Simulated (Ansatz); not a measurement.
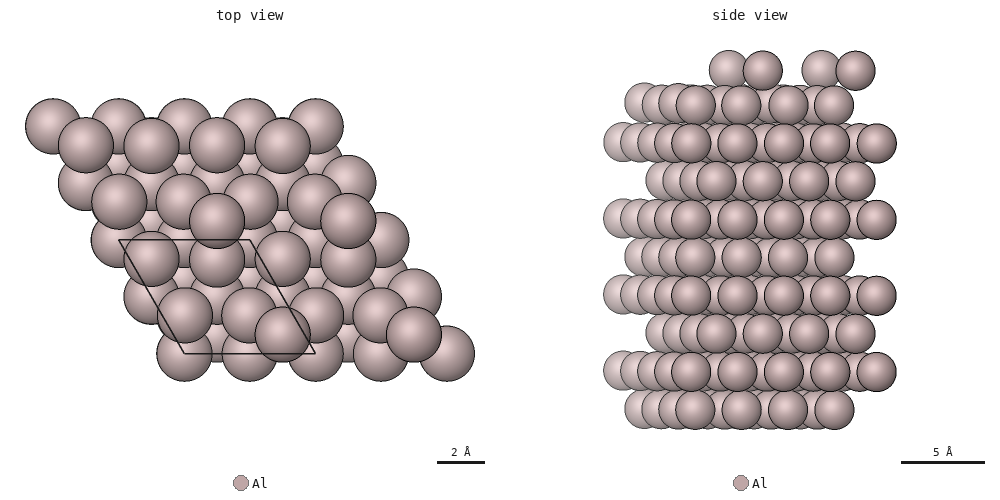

Al(001) (P6_3/mmc bulk, the cell from a database of computed structures, not from a measurement, 9 atomic planes (those closer than 0.6 Å count as one), 18 Å) with one adsorbed Al in a 2 × 2 cell, seen from above and from the side.

Computed with DFT LDA, scalar-relativistic, plane waves, PAW (Ansatz 0.2.0). Cutoff 420 eV, 12 × 12 k-points, Gaussian smearing 0.1 eV, dipole correction. The slab is a cut without reconstruction beyond its cell, at the source's lattice constants, with its lower half held fixed and the rest relaxed. The adsorbates repeat every 5.7 Å and interact, so states at the Fermi level and the work function belong to this dense array. This isn't the element's usual fcc form. The adsorbate kept the symmetry of its starting site, so it may sit on a saddle point. No spin polarisation (the relaxation was started with spin and lost its moment; a magnetic state may still lie lower). The run warns that the functional's potential is rough in the thin density of the vacuum, where the tip is; weak contrasts and barriers may feel it. On this mesh the free atoms still feel up to 0.11 eV/Å.

Images follow the Tersoff–Hamann model: the current is the local density of the sample's states between the Fermi level and the bias, at the tip's centre. Bias windows are sharp sums over the levels of the k mesh.

```
CELL_PARAMETERS angstrom
5.65415 0.00000 0.00000
-2.82708 4.89664 0.00000
0.00000 0.00000 40.17199
ATOMIC_POSITIONS crystal
Al 0.16667 0.33333 0.24893
Al 0.16667 0.83333 0.24893
Al 0.66667 0.33333 0.24893
Al 0.66667 0.83333 0.24893
Al 0.00000 0.00000 0.30610
Al 0.00000 0.50000 0.30610
Al 0.50000 0.00000 0.30610
Al 0.50000 0.50000 0.30610
Al 0.33333 0.16667 0.36326
Al 0.33333 0.66667 0.36326
Al 0.83333 0.16667 0.36326
Al 0.83333 0.66667 0.36326
Al 0.00000 0.00000 0.42043
Al 0.00000 0.50000 0.42043
Al 0.50000 0.00000 0.42043
Al 0.50000 0.50000 0.42043
Al 0.16637 0.33319 0.47734
Al 0.16667 0.83333 0.47721
Al 0.66681 0.33319 0.47734
Al 0.66681 0.83363 0.47734
Al 0.99996 0.00004 0.53439
Al 0.99996 0.49993 0.53439
Al 0.50007 0.00004 0.53439
Al 0.50000 0.50000 0.53438
Al 0.33334 0.16668 0.59206
Al 0.33334 0.66666 0.59206
Al 0.83333 0.16667 0.59201
Al 0.83332 0.66666 0.59206
Al 0.00097 0.99903 0.64887
Al 0.00097 0.50194 0.64887
Al 0.49806 0.99903 0.64887
Al 0.50000 0.50000 0.64861
Al 0.17293 0.33646 0.70561
Al 0.16667 0.83333 0.70836
Al 0.66354 0.33646 0.70561
Al 0.66354 0.82707 0.70561
Al 0.83333 0.16667 0.75780
```

The last single point, restarted from the relaxation's density, took 2 min on 4 threads of Arm Neoverse V1, on a shared host, peak memory 2.9 GiB.

Question: What does a constant-height image 3.5 Å above the topmost atom show at −2.00 V?

Answer: The brightest spots lie over the adsorbed Al atom; the darkest points are over the sites above the Al atoms 2.4 Å below the top plane away from the adsorbate and the top Al atoms away from the adsorbate. The brightest point carries 9.7 times the current of the darkest.

Question: Describe the constant-height image 5.0 Å above the topmost atom at a sample bias of +0.50 V.

Answer: The brightest spots lie over the adsorbed Al atom; the darkest points are over the sites above the Al atoms 2.4 Å below the top plane away from the adsorbate and the top Al atoms away from the adsorbate. The brightest point carries 3.9 times the current of the darkest.

The computed images, with the atoms seen from above drawn over one corner (deeper ones smaller):

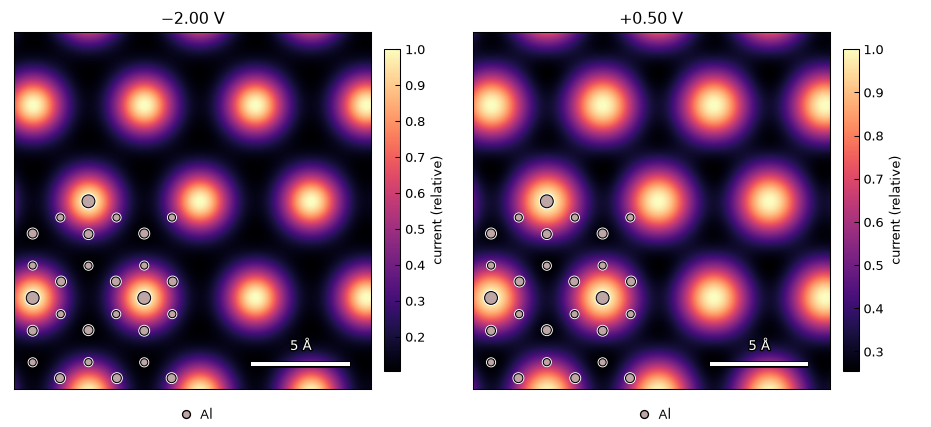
